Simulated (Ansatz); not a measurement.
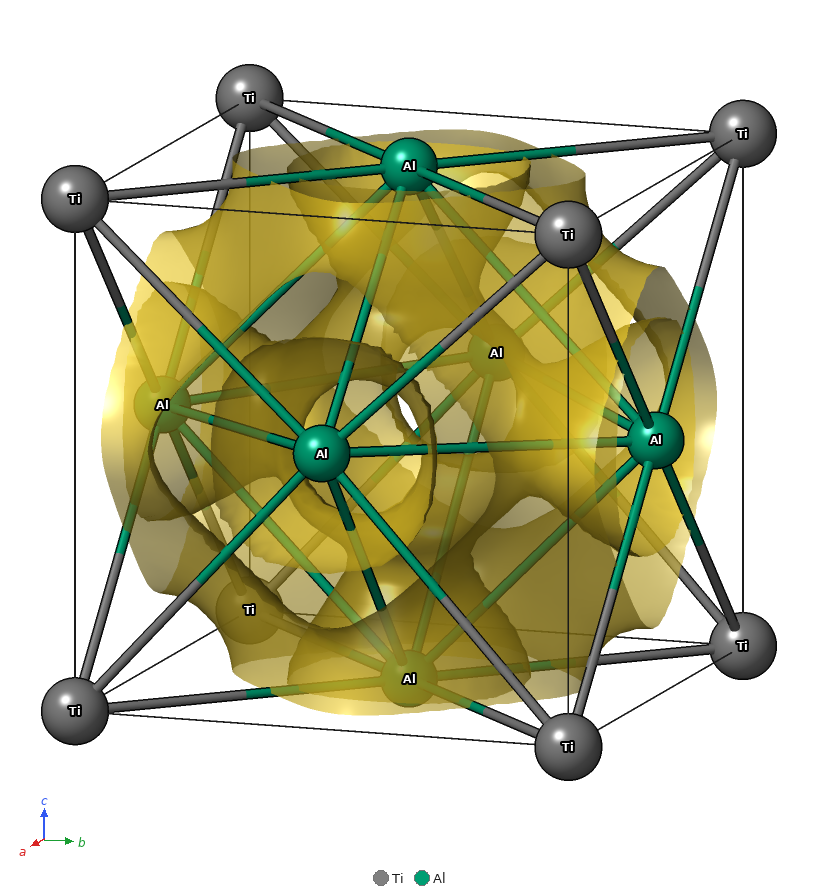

*TiAl$_{3}$. Isosurface of the electron localisation function at 0.55 (yellow), seen slightly off an axis. Core shells and regions of very low density are left out. Sticks mark near contacts.*

Space group Pmm2; a structure from a database of computed crystals, not necessarily the ambient phase; changed on purpose from its base cell (one atom moved); not relaxed (largest force 1.1 eV/Å); computed without spin polarisation.

These are results of DFT PBEsol, scalar-relativistic, plane waves, PAW (Ansatz), not measurements.

Core electrons are frozen (PAW), and the valence fields are smoothed inside the atomic spheres.

**What do the ELF domains correspond to?**

The ELF exceeds this value in one network that runs through the whole crystal, counted in one cell of 4 atoms. Regions shared between cells count once.

Values along the shortest contacts:
Ti–Al (2.69 Å): the ELF is about 0.35 at the midpoint. Al–Al (2.69 Å): the ELF peaks at about 0.70 between the atoms.

**Does the calculation give a band gap?**

It is metallic or semimetallic at this level of theory: no gap opens.
